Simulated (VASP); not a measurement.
Run report: TiO2, single-point calculation (part 2 of 3)

The same run, continued: TiO2 (12 atoms in the cell); Kohn-Sham DFT of a periodic cell, PBE, DFT+U, VASP PAW PBE potentials, recommended, no spin polarisation (VASP 6.6.1); cutoff 520 eV, 4×2×6 k-mesh, Gaussian smearing of 0.1 eV. The structure derives from an entry of the Crystallography Open Database. It belongs to a series of runs on one base structure; here: no spin polarisation.

Geometry of the input (Å; fractional positions):
```
4.6107  0.0000  0.0000
0.0000  9.2214  0.0000
0.0000  0.0000  2.9732
O  0.3053  0.1527  0.0000
O  0.3053  0.6526  0.0000
O  0.1947  0.4027  0.5000
O  0.1947  0.9026  0.5000
O  0.6947  0.3473  0.0000
O  0.6947  0.8474  0.0000
O  0.8053  0.0974  0.5000
O  0.8053  0.5974  0.5000
Ti 0.0000  0.0000  0.0000
Ti 0.0000  0.5000  0.0000
Ti 0.5000  0.2500  0.5000
Ti 0.5000  0.7500  0.5000
```

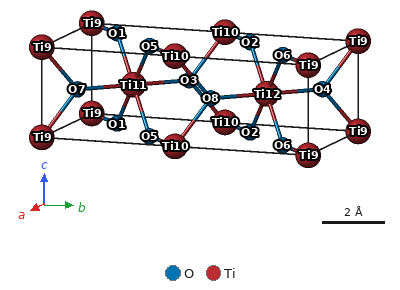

Figure 1. The structure (ball-and-stick view of the cell of the calculation, seen slightly off an axis; atoms are numbered from 1 in the order of the input). An atom can appear more than once, as a periodic image.

### Parts of OUTCAR, continued
```
 onsite density matrix

spin component  1

  0.1964  0.0000 -0.0741  0.0000  0.0000
  0.0000  0.1884  0.0000 -0.0853 -0.0000
 -0.0741  0.0000  0.1336  0.0000 -0.0000
  0.0000 -0.0853  0.0000  0.1884 -0.0000
  0.0000 -0.0000 -0.0000 -0.0000  0.1044

spin component  2

  0.1964  0.0000 -0.0741  0.0000  0.0000
  0.0000  0.1884  0.0000 -0.0853 -0.0000
 -0.0741  0.0000  0.1336  0.0000 -0.0000
  0.0000 -0.0853  0.0000  0.1884 -0.0000
  0.0000 -0.0000 -0.0000 -0.0000  0.1044

 occupancies and eigenvectors

  o =  0.0846  v = -0.5522 -0.0000 -0.8337 -0.0000 -0.0000  0.0000  0.0000  0.0000  0.0000  0.0000      0.0000  0.0000  0.0000  0.0000  0.0000  0.0000  0.0000  0.0000  0.0000  0.0000
  o =  0.0846  v =  0.0000  0.0000  0.0000  0.0000  0.0000 -0.5522 -0.0000 -0.8337 -0.0000 -0.0000      0.0000  0.0000  0.0000  0.0000  0.0000  0.0000  0.0000  0.0000  0.0000  0.0000
  o =  0.1032  v =  0.0000 -0.7071  0.0000 -0.7071 -0.0000  0.0000  0.0000  0.0000  0.0000  0.0000      0.0000  0.0000  0.0000  0.0000  0.0000  0.0000  0.0000  0.0000  0.0000  0.0000
  o =  0.1032  v =  0.0000  0.0000  0.0000  0.0000  0.0000  0.0000 -0.7071  0.0000 -0.7071 -0.0000      0.0000  0.0000  0.0000  0.0000  0.0000  0.0000  0.0000  0.0000  0.0000  0.0000
  o =  0.1044  v =  0.0000  0.0000  0.0000  0.0000 -1.0000  0.0000  0.0000  0.0000  0.0000  0.0000      0.0000  0.0000  0.0000  0.0000  0.0000  0.0000  0.0000  0.0000  0.0000  0.0000
  o =  0.1044  v =  0.0000  0.0000  0.0000  0.0000  0.0000  0.0000  0.0000  0.0000  0.0000 -1.0000      0.0000  0.0000  0.0000  0.0000  0.0000  0.0000  0.0000  0.0000  0.0000  0.0000
  o =  0.2454  v = -0.8337  0.0000  0.5522 -0.0000 -0.0000  0.0000  0.0000  0.0000  0.0000  0.0000      0.0000  0.0000  0.0000  0.0000  0.0000  0.0000  0.0000  0.0000  0.0000  0.0000
  o =  0.2454  v =  0.0000  0.0000  0.0000  0.0000  0.0000 -0.8337  0.0000  0.5522 -0.0000 -0.0000      0.0000  0.0000  0.0000  0.0000  0.0000  0.0000  0.0000  0.0000  0.0000  0.0000
  o =  0.2737  v =  0.0000  0.0000  0.0000  0.0000  0.0000  0.0000  0.7071 -0.0000 -0.7071 -0.0000      0.0000  0.0000  0.0000  0.0000  0.0000  0.0000  0.0000  0.0000  0.0000  0.0000
  o =  0.2737  v =  0.0000  0.7071 -0.0000 -0.7071 -0.0000  0.0000  0.0000  0.0000  0.0000  0.0000      0.0000  0.0000  0.0000  0.0000  0.0000  0.0000  0.0000  0.0000  0.0000  0.0000

atom =  10  type =  2  l = 2

 onsite density matrix

spin component  1

  0.1964  0.0000 -0.0741  0.0000  0.0000
  0.0000  0.1884  0.0000 -0.0853 -0.0000
 -0.0741  0.0000  0.1336  0.0000 -0.0000
  0.0000 -0.0853  0.0000  0.1884 -0.0000
  0.0000 -0.0000 -0.0000 -0.0000  0.1044

spin component  2

  0.1964  0.0000 -0.0741  0.0000  0.0000
  0.0000  0.1884  0.0000 -0.0853 -0.0000
 -0.0741  0.0000  0.1336  0.0000 -0.0000
  0.0000 -0.0853  0.0000  0.1884 -0.0000
  0.0000 -0.0000 -0.0000 -0.0000  0.1044

 occupancies and eigenvectors

  o =  0.0846  v = -0.5522  0.0000 -0.8337  0.0000 -0.0000  0.0000  0.0000  0.0000  0.0000  0.0000      0.0000  0.0000  0.0000  0.0000  0.0000  0.0000  0.0000  0.0000  0.0000  0.0000
  o =  0.0846  v =  0.0000  0.0000  0.0000  0.0000  0.0000 -0.5522  0.0000 -0.8337  0.0000 -0.0000      0.0000  0.0000  0.0000  0.0000  0.0000  0.0000  0.0000  0.0000  0.0000  0.0000
  o =  0.1032  v = -0.0000 -0.7071 -0.0000 -0.7071 -0.0000  0.0000  0.0000  0.0000  0.0000  0.0000      0.0000  0.0000  0.0000  0.0000  0.0000  0.0000  0.0000  0.0000  0.0000  0.0000
  o =  0.1032  v =  0.0000  0.0000  0.0000  0.0000  0.0000 -0.0000 -0.7071 -0.0000 -0.7071 -0.0000      0.0000  0.0000  0.0000  0.0000  0.0000  0.0000  0.0000  0.0000  0.0000  0.0000
  o =  0.1044  v =  0.0000  0.0000  0.0000  0.0000 -1.0000  0.0000  0.0000  0.0000  0.0000  0.0000      0.0000  0.0000  0.0000  0.0000  0.0000  0.0000  0.0000  0.0000  0.0000  0.0000
  o =  0.1044  v =  0.0000  0.0000  0.0000  0.0000  0.0000  0.0000  0.0000  0.0000  0.0000 -1.0000      0.0000  0.0000  0.0000  0.0000  0.0000  0.0000  0.0000  0.0000  0.0000  0.0000
  o =  0.2454  v = -0.8337 -0.0000  0.5522  0.0000 -0.0000  0.0000  0.0000  0.0000  0.0000  0.0000      0.0000  0.0000  0.0000  0.0000  0.0000  0.0000  0.0000  0.0000  0.0000  0.0000
  o =  0.2454  v =  0.0000  0.0000  0.0000  0.0000  0.0000 -0.8337 -0.0000  0.5522  0.0000 -0.0000      0.0000  0.0000  0.0000  0.0000  0.0000  0.0000  0.0000  0.0000  0.0000  0.0000
  o =  0.2737  v =  0.0000  0.0000  0.0000  0.0000  0.0000 -0.0000  0.7071  0.0000 -0.7071  0.0000      0.0000  0.0000  0.0000  0.0000  0.0000  0.0000  0.0000  0.0000  0.0000  0.0000
  o =  0.2737  v = -0.0000  0.7071  0.0000 -0.7071  0.0000  0.0000  0.0000  0.0000  0.0000  0.0000      0.0000  0.0000  0.0000  0.0000  0.0000  0.0000  0.0000  0.0000  0.0000  0.0000

atom =  11  type =  2  l = 2

 onsite density matrix

spin component  1

  0.1964  0.0000  0.0741  0.0000 -0.0000
  0.0000  0.1884 -0.0000  0.0853  0.0000
  0.0741 -0.0000  0.1336 -0.0000 -0.0000
  0.0000  0.0853 -0.0000  0.1884  0.0000
 -0.0000  0.0000 -0.0000  0.0000  0.1044

spin component  2

  0.1964  0.0000  0.0741  0.0000 -0.0000
  0.0000  0.1884 -0.0000  0.0853  0.0000
  0.0741 -0.0000  0.1336 -0.0000 -0.0000
  0.0000  0.0853 -0.0000  0.1884  0.0000
 -0.0000  0.0000 -0.0000  0.0000  0.1044

 occupancies and eigenvectors

  o =  0.0846  v = -0.5522 -0.0000  0.8337  0.0000  0.0000  0.0000  0.0000  0.0000  0.0000  0.0000      0.0000  0.0000  0.0000  0.0000  0.0000  0.0000  0.0000  0.0000  0.0000  0.0000
  o =  0.0846  v =  0.0000  0.0000  0.0000  0.0000  0.0000 -0.5522 -0.0000  0.8337  0.0000  0.0000      0.0000  0.0000  0.0000  0.0000  0.0000  0.0000  0.0000  0.0000  0.0000  0.0000
  o =  0.1032  v = -0.0000  0.7071  0.0000 -0.7071 -0.0000  0.0000  0.0000  0.0000  0.0000  0.0000      0.0000  0.0000  0.0000  0.0000  0.0000  0.0000  0.0000  0.0000  0.0000  0.0000
  o =  0.1032  v =  0.0000  0.0000  0.0000  0.0000  0.0000 -0.0000  0.7071  0.0000 -0.7071 -0.0000      0.0000  0.0000  0.0000  0.0000  0.0000  0.0000  0.0000  0.0000  0.0000  0.0000
  o =  0.1044  v = -0.0000 -0.0000  0.0000  0.0000 -1.0000  0.0000  0.0000  0.0000  0.0000  0.0000      0.0000  0.0000  0.0000  0.0000  0.0000  0.0000  0.0000  0.0000  0.0000  0.0000
  o =  0.1044  v =  0.0000  0.0000  0.0000  0.0000  0.0000 -0.0000 -0.0000  0.0000  0.0000 -1.0000      0.0000  0.0000  0.0000  0.0000  0.0000  0.0000  0.0000  0.0000  0.0000  0.0000
  o =  0.2454  v = -0.8337  0.0000 -0.5522  0.0000  0.0000  0.0000  0.0000  0.0000  0.0000  0.0000      0.0000  0.0000  0.0000  0.0000  0.0000  0.0000  0.0000  0.0000  0.0000  0.0000
  o =  0.2454  v =  0.0000  0.0000  0.0000  0.0000  0.0000 -0.8337  0.0000 -0.5522  0.0000  0.0000      0.0000  0.0000  0.0000  0.0000  0.0000  0.0000  0.0000  0.0000  0.0000  0.0000
  o =  0.2737  v =  0.0000  0.0000  0.0000  0.0000  0.0000 -0.0000 -0.7071 -0.0000 -0.7071 -0.0000      0.0000  0.0000  0.0000  0.0000  0.0000  0.0000  0.0000  0.0000  0.0000  0.0000
  o =  0.2737  v = -0.0000 -0.7071 -0.0000 -0.7071 -0.0000  0.0000  0.0000  0.0000  0.0000  0.0000      0.0000  0.0000  0.0000  0.0000  0.0000  0.0000  0.0000  0.0000  0.0000  0.0000

atom =  12  type =  2  l = 2

 onsite density matrix

spin component  1

  0.1964  0.0000  0.0741  0.0000 -0.0000
  0.0000  0.1884  0.0000  0.0853  0.0000
  0.0741  0.0000  0.1336 -0.0000 -0.0000
  0.0000  0.0853 -0.0000  0.1884  0.0000
 -0.0000  0.0000 -0.0000  0.0000  0.1044

spin component  2

  0.1964  0.0000  0.0741  0.0000 -0.0000
  0.0000  0.1884  0.0000  0.0853  0.0000
  0.0741  0.0000  0.1336 -0.0000 -0.0000
  0.0000  0.0853 -0.0000  0.1884  0.0000
 -0.0000  0.0000 -0.0000  0.0000  0.1044

 occupancies and eigenvectors

  o =  0.0846  v = -0.5522  0.0000  0.8337 -0.0000  0.0000  0.0000  0.0000  0.0000  0.0000  0.0000      0.0000  0.0000  0.0000  0.0000  0.0000  0.0000  0.0000  0.0000  0.0000  0.0000
  o =  0.0846  v =  0.0000  0.0000  0.0000  0.0000  0.0000 -0.5522  0.0000  0.8337 -0.0000  0.0000      0.0000  0.0000  0.0000  0.0000  0.0000  0.0000  0.0000  0.0000  0.0000  0.0000
  o =  0.1032  v =  0.0000  0.7071 -0.0000 -0.7071 -0.0000  0.0000  0.0000  0.0000  0.0000  0.0000      0.0000  0.0000  0.0000  0.0000  0.0000  0.0000  0.0000  0.0000  0.0000  0.0000
  o =  0.1032  v =  0.0000  0.0000  0.0000  0.0000  0.0000  0.0000  0.7071 -0.0000 -0.7071 -0.0000      0.0000  0.0000  0.0000  0.0000  0.0000  0.0000  0.0000  0.0000  0.0000  0.0000
  o =  0.1044  v = -0.0000 -0.0000  0.0000  0.0000 -1.0000  0.0000  0.0000  0.0000  0.0000  0.0000      0.0000  0.0000  0.0000  0.0000  0.0000  0.0000  0.0000  0.0000  0.0000  0.0000
  o =  0.1044  v =  0.0000  0.0000  0.0000  0.0000  0.0000 -0.0000 -0.0000  0.0000  0.0000 -1.0000      0.0000  0.0000  0.0000  0.0000  0.0000  0.0000  0.0000  0.0000  0.0000  0.0000
  o =  0.2454  v = -0.8337 -0.0000 -0.5522 -0.0000  0.0000  0.0000  0.0000  0.0000  0.0000  0.0000      0.0000  0.0000  0.0000  0.0000  0.0000  0.0000  0.0000  0.0000  0.0000  0.0000
  o =  0.2454  v =  0.0000  0.0000  0.0000  0.0000  0.0000 -0.8337 -0.0000 -0.5522 -0.0000  0.0000      0.0000  0.0000  0.0000  0.0000  0.0000  0.0000  0.0000  0.0000  0.0000  0.0000
  o =  0.2737  v =  0.0000  0.0000  0.0000  0.0000  0.0000  0.0000 -0.7071  0.0000 -0.7071 -0.0000      0.0000  0.0000  0.0000  0.0000  0.0000  0.0000  0.0000  0.0000  0.0000  0.0000
  o =  0.2737  v =  0.0000 -0.7071  0.0000 -0.7071 -0.0000  0.0000  0.0000  0.0000  0.0000  0.0000      0.0000  0.0000  0.0000  0.0000  0.0000  0.0000  0.0000  0.0000  0.0000  0.0000

 number of electron      96.0000022 magnetization

 Free energy of the ion-electron system (eV)
  ---------------------------------------------------
  ext. energy  EPLUGINS =         0.00000000
  ---------------------------------------------------
  free energy    TOTEN  =       -99.31696439 eV

  energy without entropy =      -99.31696439  energy(sigma->0) =      -99.31696439

 E-fermi :   5.3941     XC(G=0): -11.3556     alpha+bet :-13.6279

 val. band max:        4.9524722890   @ k =   0.0000   0.0000   0.0000
 cond. band min:       7.1802418418   @ k =   0.0000   0.0000   0.0000
 fundamental gap:      2.2277695528
 Fermi energy:         5.3941220866

 k-point     1 :       0.0000    0.0000    0.0000
  band No.  band energies     occupation
      1     -52.7938      2.00000
      2     -52.7861      2.00000
      3     -52.7861      2.00000
      4     -52.7785      2.00000
      5     -29.0490      2.00000
      6     -29.0490      2.00000
      7     -29.0047      2.00000
      8     -29.0047      2.00000
      9     -28.9506      2.00000
     10     -28.9506      2.00000
     11     -28.9029      2.00000
     12     -28.9029      2.00000
     13     -28.8581      2.00000
     14     -28.8430      2.00000
     15     -28.8430      2.00000
     16     -28.8279      2.00000
     17     -13.2922      2.00000
     18     -12.5690      2.00000
     19     -12.5690      2.00000
     20     -12.0806      2.00000
     21     -11.6153      2.00000
     22     -11.6153      2.00000
     23     -11.4223      2.00000
     24     -11.4223      2.00000
     25      -0.8191      2.00000
     26      -0.2894      2.00000
     27       0.0447      2.00000
     28       0.0447      2.00000
     29       0.1624      2.00000
     30       1.1475      2.00000
     31       1.1475      2.00000
     32       1.1895      2.00000
     33       1.1895      2.00000
     34       1.7974      2.00000
     35       1.7974      2.00000
     36       1.8889      2.00000
     37       1.8889      2.00000
     38       2.3247      2.00000
     39       2.3247      2.00000
     40       2.8702      2.00000
     41       3.2768      2.00000
     42       3.2768      2.00000
     43       4.1655      2.00000
     44       4.1919      2.00000
     45       4.1919      2.00000
     46       4.4617      2.00000
     47       4.4617      2.00000
     48       4.9525      2.00000
     49       7.1802      0.00000
     50       7.4266      0.00000
     51       7.7221      0.00000
     52       7.7879      0.00000
     53       7.7879      0.00000
     54       7.8041      0.00000
     55       7.8041      0.00000
     56       8.2950      0.00000
     57       8.2950      0.00000
     58       8.7986      0.00000
     59       8.7986      0.00000
     60       9.2639      0.00000

 k-point     2 :       0.2500    0.0000    0.0000
  band No.  band energies     occupation
      1     -52.7915      2.00000
      2     -52.7861      2.00000
      3     -52.7861      2.00000
      4     -52.7807      2.00000
      5     -29.0387      2.00000
      6     -29.0387      2.00000
      7     -29.0325      2.00000
      8     -29.0312      2.00000
      9     -28.9224      2.00000
     10     -28.9210      2.00000
     11     -28.9169      2.00000
     12     -28.9169      2.00000
     13     -28.8537      2.00000
     14     -28.8430      2.00000
     15     -28.8430      2.00000
     16     -28.8323      2.00000
     17     -13.0841      2.00000
     18     -12.5893      2.00000
     19     -12.5893      2.00000
     20     -12.1413      2.00000
     21     -11.5831      2.00000
     22     -11.5831      2.00000
     23     -11.5808      2.00000
     24     -11.4879      2.00000
     25      -0.4560      2.00000
     26      -0.2762      2.00000
     27      -0.2762      2.00000
     28      -0.0892      2.00000
     29       0.5602      2.00000
     30       1.1318      2.00000
     31       1.1318      2.00000
     32       1.1635      2.00000
     33       1.1742      2.00000
     34       1.7069      2.00000
     35       1.7069      2.00000
     36       2.0305      2.00000
     37       2.2279      2.00000
     38       2.7320      2.00000
     39       2.7320      2.00000
     40       2.9450      2.00000
     41       3.4136      2.00000
     42       3.4136      2.00000
     43       3.5220      2.00000
     44       3.8379      2.00000
     45       3.8665      2.00000
     46       3.8665      2.00000
     47       4.1168      2.00000
     48       4.7098      2.00000
     49       7.4495      0.00000
     50       7.5388      0.00000
     51       7.5388      0.00000
     52       7.7549      0.00000
     53       8.0040      0.00000
     54       8.0428      0.00000
     55       8.0428      0.00000
     56       8.0683      0.00000
```
